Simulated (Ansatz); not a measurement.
# GaAs: single-point calculation

- system: GaAs (slab, 12 atoms in the cell)
- method: DFT, PBEsol, plane waves, PAW (Ansatz 0.2.0)

The structure derives from an entry of the Crystallography Open Database.

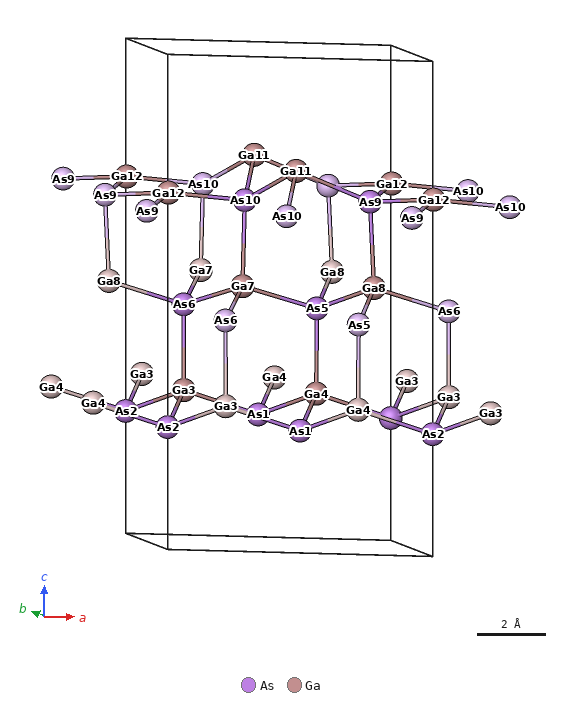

Fig. 1: The input geometry (ball-and-stick view of the cell of the calculation, with the vacuum cut short, seen slightly off an axis; neighbours outside the cell are drawn fainter; atoms are numbered from 1 in the order of the input). Near neighbours in the crystal (not all of them lie inside the picture): As has 3 Ga at 2.45 Å; Ga has 4 As at 2.42 to 2.57 Å; As has 4 Ga at 2.39 to 2.57 Å; Ga has 3 As at 2.39 to 2.51 Å.

## Input
```yaml
crystal:
  lattice:
    - [8.0020093052, 0.0, 0.0]
    - [-2.0005023263, 3.4649716698, 0.0]
    - [0.0, 0.0, 22.350314893]
  atoms:
    - { symbol: As, position: [0.5, 0.0, 0.335565742], spin: 2.0 }
    - { symbol: As, position: [0.0, 0.0, 0.335565742] }
    - { symbol: Ga, position: [0.1666666667, 0.6666666667, 0.3721066882] }
    - { symbol: Ga, position: [0.6666666667, 0.6666666667, 0.3721066882] }
    - { symbol: As, position: [0.6682311729, 0.6675563446, 0.4855558153] }
    - { symbol: As, position: [0.1653414299, 0.6645815556, 0.4863309883] }
    - { symbol: Ga, position: [0.3357899161, 0.335011375, 0.5191885032] }
    - { symbol: Ga, position: [0.8310852663, 0.3304035675, 0.5215733172] }
    - { symbol: As, position: [0.8132142873, 0.3122868505, 0.6365498263] }
    - { symbol: As, position: [0.3458676267, 0.3447968737, 0.6336735841] }
    - { symbol: Ga, position: [0.4820335797, -0.0190536335, 0.6816632477] }
    - { symbol: Ga, position: [0.0038451315, 0.0028961779, 0.6478035881] }
basis:
  ecutwfc: 420
kpoints:
  mp_grid: { grid: [5, 9, 1] }
hamiltonian:
  xc: pbesol
scf:
  occupations: { method: gaussian, width: 0.05 }
  max_iter: 60
output:
  forces: true
  eigenvalues: true
efield:
  axis: 3
  dipole_correction: true
  ramp_width: 0.04
```

Hardware: 4 threads of Intel Xeon @ 2.50GHz (Skylake/Cascade Lake), 32 GiB of memory available, shared host.

Launched with:
```bash
ansatz run input.yaml --threads 4 --pin off --max-ram 10240MiB --backend cpu --events-out ev --progress --plain --runs-dir out
```

## Log
```
Error: inconsistent input (magnetization.spin_polarized): false but per-atom `spin:`, `per_species`, `initial_magnetization`, `magnetic_field`, or `spin_locking` is set
```

## What the run reported

| quantity | value |
| --- | --- |
| outcome | refused by the program |

## Diagnosis

This input holds a deliberate fault: a moment without spin polarisation (`magnetization` and `crystal.atoms[0].spin`). The program refused the input: “inconsistent input (magnetization.spin_polarized): false but per-atom `spin:`, `per_species`, `initial_magnetization`, `magnetic_field`, or `spin_locking` is set”
